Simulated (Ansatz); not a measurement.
**Single-point calculation, with input and output: MnF$_{2}$ (part 2 of 2)**

The same run, continued: MnF$_{2}$ (P4₂/mnm, 6 atoms in the cell); DFT PBEsol+U, non-collinear, scalar-relativistic, plane waves, PAW, Ueff = 3 eV on Mn atom 1 d; Ueff = 3 eV on Mn atom 2 d (Ansatz 0.2.0); cutoff 420 eV, 4×4×6 k-mesh, Gaussian smearing of 0.05 eV, non-collinear spins. The structure derives from an entry of the Crystallography Open Database. It belongs to a series of runs on one base structure; here: canted directions held.

Geometry of the input (Å; fractional positions):
```
4.8734  0.0000  0.0000
0.0000  4.8734  0.0000
0.0000  0.0000  3.3099
Mn 0.0000  0.0000  0.0000
Mn 0.5000  0.5000  0.5000
F  0.3050  0.3050  0.0000
F  0.1950  0.8050  0.5000
F  0.6950  0.6950  0.0000
F  0.8050  0.1950  0.5000
```

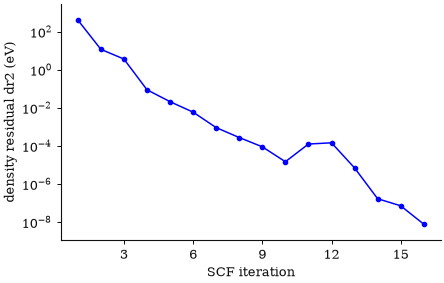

Convergence of the self-consistent field: density residual dr2 against the SCF iteration. The residual comes down, with one marked jump up, by a factor of about 8, at step 11.

```
SCF converged after 16 iterations
Stability not checked: this state was not tested for a lower state beside it, because a magnetisation constraint still acts at the end of the SCF (magnetization_constraint; see scf.lower_state_search)
Magnetization: |M| = 7.0521 μB,  M = (+4.9866, -0.0000, +4.9866) μB
Absolute magnetization: 9.8850 μB (∫|m|, with the PAW one-centre terms)
  site 0: m = (-0.0029, +0.0000, +4.2060) μB, |m| = 4.2060 μB  (R = 0.87 Å)
  site 1: m = (+4.2060, -0.0000, -0.0029) μB, |m| = 4.2060 μB  (R = 0.87 Å)
  site 2: m = (+0.0489, -0.0000, +0.0259) μB, |m| = 0.0554 μB  (R = 0.87 Å)
  site 3: m = (+0.0259, -0.0000, +0.0489) μB, |m| = 0.0554 μB  (R = 0.87 Å)
  site 4: m = (+0.0489, -0.0000, +0.0259) μB, |m| = 0.0554 μB  (R = 0.87 Å)
  site 5: m = (+0.0259, -0.0000, +0.0489) μB, |m| = 0.0554 μB  (R = 0.87 Å)
--- Magnetisation constraints (ε_frz = 1.0e-4 eV) ---
  site  kind           target                            achieved (μB)             |Δ|max (μB)  g (eV/μB)                   λ_eff  esc  ok   flags
  0     per_site_axis  ê (+0.000, +0.000, +1.000) ≥0.00  (-0.003, +0.000, +4.206)  2.91e-3      (-5.8e-3, +4.8e-9, +0.0e0)  1.000  0    yes
  1     per_site_axis  ê (+1.000, +0.000, +0.000) ≥0.00  (+4.206, -0.000, -0.003)  2.91e-3      (+0.0e0, -3.2e-8, -5.8e-3)  1.000  0    yes
Free energy (F): -10940.724674 eV
Harris-Foulkes:  -10940.724674 eV  (|F-HF|=1.77e-8)
Internal energy: -10940.724674 eV  (E = F + TS)
E sigma→0 (E₀):  -10940.724674 eV
Fermi energy:    7.097768 eV
--- Per-component energies (eV) ---
  E_band       = -834.939325
  E_kinetic    = 1419.038307
  E_local      = -7221.652326  (includes V_loc(G=0)·N_el)
  E_nonlocal   = 811.900408
  E_hartree    = 2869.840224
  E_xc         = -530.908423
  E_vxc        = -683.359236  (∫ρ·V_xc dr)
  E_hubbard    = 0.661483  (on-site DFT+U / exact-exchange correction)
  E_vhub       = -14.290660  (the Hubbard potential's part of the band-sum identity)
  E_paw        = -3334.052431  (= ΣΔE_a)
  E_vpaw       = -886.265427  (= ΣTr[D̂ρ^β])
  E_aug_tail   = 0.008050  (compensation charges beyond the density's cutoff)
  E_constr_dc  = 0.000034  (∫m·b dr)
  E_ewald      = -4956.069036
  E_core_change = 0.509071  (= ΣΔE_core)
  E_smearing   = -0.000000  (= −TS)
  E_closure    = -0.000000  (closes the sum)
  E_penalty    = 0.000017  (constraint; not in F)
  Σ components = -10940.724674   (vs F -10940.724674, Δ=0.00e0)
--- Hubbard shell moments (per corrected site; Tr N, ν in electrons; μ in μ_B) ---
  shell 0: Tr N=5.2045  μ_S=(-0.0040, +0.0000, +4.7668)  μ_L=(-0.0000, -0.0000, -0.0000)  μ=(-0.0040, +0.0000, +4.7668)  ν=0.0049 along (-0.001, +0.000, +1.000)
  shell 1: Tr N=5.2045  μ_S=(+4.7668, -0.0000, -0.0040)  μ_L=(+0.0000, -0.0000, -0.0000)  μ=(+4.7668, -0.0000, -0.0040)  ν=0.0049 along (+1.000, -0.000, -0.001)
--- Specified on-site occupations, and those of the state reported ---
  electrons in the specified blocks: 9.9000 specified, 10.4090 found
  site 0 (l=d): largest change of an orbital's occupation 0.0568; electrons 4.9500 specified, 5.2045 found; spectral distance 0.0980
  site 1 (l=d): largest change of an orbital's occupation 0.0568; electrons 4.9500 specified, 5.2045 found; spectral distance 0.0980
--- Forces (eV/Å), atoms counted from 1 ---
  atom   1  Mn     0.00000000     0.00000000     0.00000000
  atom   2  Mn     0.00000000     0.00000000     0.00000000
  atom   3  F     -0.00220795    -0.00220795     0.00000000
  atom   4  F      0.00220785    -0.00220785    -0.00000000
  atom   5  F      0.00220795     0.00220795    -0.00000000
  atom   6  F     -0.00220785     0.00220785     0.00000000
  max |Σ_I F_I| component: 0.00e0 eV/Å
--- Stress (GPa, compression-positive) ---
        0.790605      -0.000000       0.000000
       -0.000000       0.790605       0.000000
        0.000000       0.000000       0.681915
  P = ⅓ Tr σ = 0.7544 GPa (7.544 kbar)
--- Band table (eV; the first three rows and the last of 52) ---
  k-point 0: bands = ["-73.9939", "-73.9937", "-68.9396", "-68.9391", "-42.9218", "-42.9218", "-42.8696", "-42.8696", "-42.8638", "-42.8624", "-37.9655", "-37.9655", "-37.9022", "-37.9022", "-37.8933", "-37.8913", "-17.2478", "-17.1250", "-16.7595", "-16.6558", "-16.6558", "-16.5792", "-16.5443", "-16.5443", "-1.1915", "-0.6569", "-0.5719", "0.1536", "0.1703", "0.1703", "0.4352", "0.7971", "1.1277", "1.1460", "1.1460", "1.2930", "1.3263", "1.3263", "1.3634", "1.3634", "2.0909", "2.2175", "2.5239", "2.5239", "2.6227", "2.6227", "2.8305", "2.9239", "3.2243", "3.4599", "3.4620", "3.4620", "3.4870", "4.2387", "4.3435", "5.5436", "5.5436", "5.8614", "8.3342", "9.0229", "10.2985", "10.4735", "10.7584", "10.8129", "10.8129", "11.0361", "11.1688", "11.7699", "11.7699", "12.0904"]
  k-point 1: bands = ["-73.9936", "-73.9933", "-68.9393", "-68.9389", "-42.9209", "-42.9209", "-42.8693", "-42.8693", "-42.8692", "-42.8679", "-37.9640", "-37.9640", "-37.9017", "-37.9017", "-37.9005", "-37.8989", "-17.1799", "-17.0586", "-16.7551", "-16.6701", "-16.6701", "-16.5827", "-16.5416", "-16.5416", "-0.9892", "-0.5033", "-0.4620", "0.1552", "0.1552", "0.3328", "0.4552", "0.7758", "0.9498", "1.0406", "1.0597", "1.0597", "1.3598", "1.3598", "1.5435", "1.5602", "1.5602", "1.7937", "2.2105", "2.2105", "2.5066", "2.5066", "2.7256", "2.8198", "3.4176", "3.4604", "3.5175", "3.7115", "3.7115", "4.2580", "4.4183", "5.2851", "5.2851", "5.7204", "9.0781", "9.7051", "10.4349", "10.6166", "10.7163", "10.7504", "10.7504", "10.9671", "11.2487", "11.6117", "11.6117", "12.0246"]
  k-point 2: bands = ["-73.9930", "-73.9928", "-68.9385", "-68.9383", "-42.9192", "-42.9192", "-42.8797", "-42.8789", "-42.8687", "-42.8687", "-37.9612", "-37.9612", "-37.9152", "-37.9143", "-37.9010", "-37.9010", "-17.0178", "-16.8973", "-16.7703", "-16.6984", "-16.6984", "-16.6182", "-16.5363", "-16.5363", "-0.5313", "-0.3411", "-0.0409", "0.1564", "0.2875", "0.2875", "0.5278", "0.5610", "0.8297", "0.8470", "0.9233", "0.9233", "1.0673", "1.3585", "1.3772", "1.3772", "1.6272", "1.6272", "1.8673", "1.8673", "2.2855", "2.2859", "2.2859", "2.4929", "3.4719", "3.5405", "3.5535", "4.0447", "4.0447", "4.0448", "4.7581", "4.9048", "4.9048", "5.3598", "10.5680", "10.6505", "10.6961", "10.6961", "10.7020", "10.8077", "10.8760", "11.2422", "11.4278", "11.4278", "11.4641", "12.1214"]
  k-point 51: bands = ["-73.9927", "-73.9927", "-68.9380", "-68.9380", "-42.9183", "-42.9183", "-42.8845", "-42.8845", "-42.8685", "-42.8685", "-37.9598", "-37.9598", "-37.9222", "-37.9222", "-37.9007", "-37.9007", "-16.8283", "-16.8283", "-16.7417", "-16.7417", "-16.6938", "-16.6938", "-16.5588", "-16.5588", "-0.5379", "-0.5379", "-0.1690", "-0.1690", "-0.0596", "-0.0596", "0.3268", "0.3268", "0.4795", "0.4795", "0.8631", "0.8631", "1.3724", "1.3724", "1.5845", "1.5845", "2.0157", "2.0157", "2.3147", "2.3147", "2.4287", "2.4287", "2.5112", "2.5112", "3.4835", "3.4835", "3.6383", "3.6383", "3.9778", "3.9778", "4.7362", "4.7362", "5.2809", "5.2809", "10.6601", "10.6601", "10.6805", "10.6805", "10.9113", "10.9113", "11.2880", "11.2880", "11.6133", "11.6133", "13.9444", "13.9444"]
Occupation matrices written to [file]
--- Löwdin populations: 6 sites ---
  site symbol       q [e]
     0     Mn     13.5780
     1     Mn     13.5780
     2      F      7.6595
     3      F      7.6595
     4      F      7.6595
     5      F      7.6595
  spilling = 0.003556 (of n_electrons = 58.000000)
--- Occupation matrices: 2 shells (run DFT+U table (all-electron-ortho-atomic); ε = 1.14e-2) ---
  Mn0 d_3D: site group D2h (mmm)
  Mn0 d_3D spinor Tr n = 5.2045  λ = 0.020 0.024 0.027 0.071 0.077 0.994 0.996 0.998 0.999 0.999  [3× x2-y2 0.33 Ag(0.33) | 2× xy 0.31 Ag(0.50) | 5× z2 0.20 Ag(0.40)]
  specified occupation → Mn0 d_3D spinor: matrix, ‖Δ‖_F = 0.0981, Tr Δ = -0.2545, displaced = 0.1273, d_λ = 0.0980; orbital distance = 0.0054
  Mn1 d_3D: site group D2h (mmm)
  Mn1 d_3D spinor Tr n = 5.2045  λ = 0.020 0.024 0.027 0.071 0.077 0.994 0.996 0.998 0.999 0.999  [3× x2-y2 0.33 Ag(0.33) | 2× xy 0.31 Ag(0.50) | 5× z2 0.20 Ag(0.40)]
  specified occupation → Mn1 d_3D spinor: matrix, ‖Δ‖_F = 0.0981, Tr Δ = -0.2545, displaced = 0.1273, d_λ = 0.0980; orbital distance = 0.0054
  Tr n, λ and their labels are of the run-group-symmetrised matrices; stabiliser: 32 of 32 elements of G0×{1,Θ} up to a turn of all spins (closed), max defect 2.3e-7 at τ = 2.4e-3
```

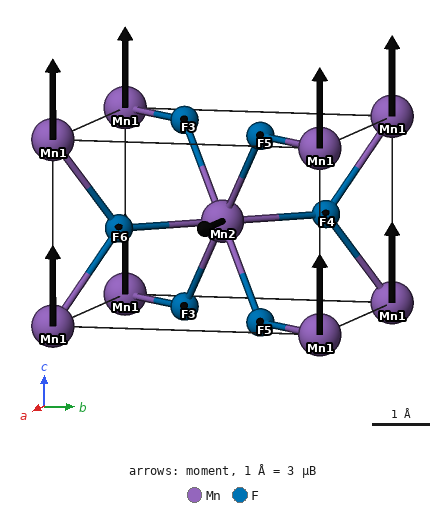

Magnetic moments of the sites as black arrows (ball-and-stick view of the cell of the calculation, seen slightly off an axis; atoms are numbered from 1 in the order of the input); small moments hardly show. Site moments: Mn1, Mn2 (4.34 μB); all 4 F atoms (0.31 μB). They are counted near the atoms and needn't add up to the moment of the cell.

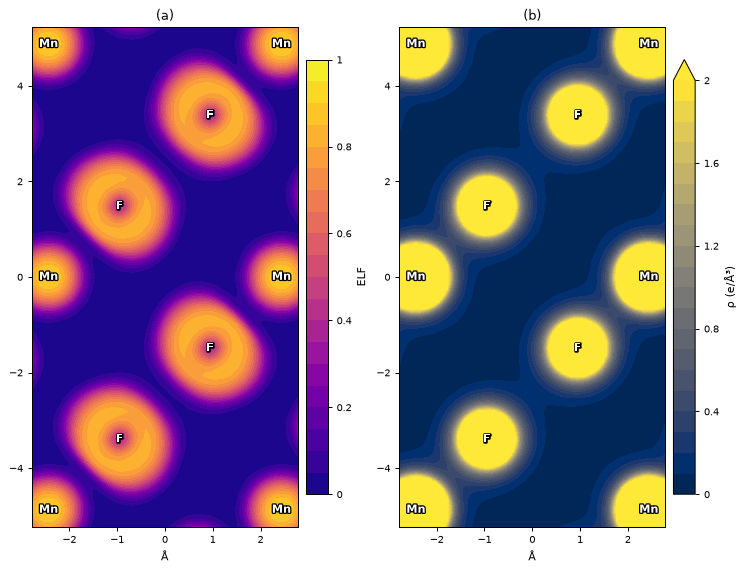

(a) electron localisation function; (b) valence electron density on the (001) plane of the calculation cell. The section cuts through Mn and F sites. Mn–F (2.10 Å): ρ is about 0.41 e/Å³ halfway; the ELF is about 0.05 at the midpoint. Away from the nuclei the density in this plane falls to 0.02 e/Å³ at its lowest. The strong features right at Mn lie inside the PAW spheres (semicore, d or f shells) and say nothing about bonding. Core electrons are frozen (PAW), so the fields are smoothed inside the atomic spheres.

## Key numbers

```json
{"quantity": "outcome", "value": "converged"}
{"quantity": "space group (tolerance 0.01 Å)", "value": "P4₂/mnm (136)"}
{"quantity": "electrons treated", "value": "58"}
{"quantity": "free energy", "value": "−10940.7247 eV"}
{"quantity": "Fermi energy", "value": "7.098 eV"}
{"quantity": "gap on the k-point mesh", "value": "2.47 eV"}
{"quantity": "net moment of the cell", "value": "7.05 μB"}
{"quantity": "integrated absolute moment", "value": "9.88 μB"}
{"quantity": "pressure", "value": "0.75 GPa"}
{"quantity": "largest force (length of the vector)", "value": "0.003 eV/Å"}
{"quantity": "wall time", "value": "41 s (CPU time 2.7 min)"}
{"quantity": "peak memory", "value": "0.91 GiB"}
```

## Notes

Notes on the run: the SCF threshold is looser than advised for the printed stress.
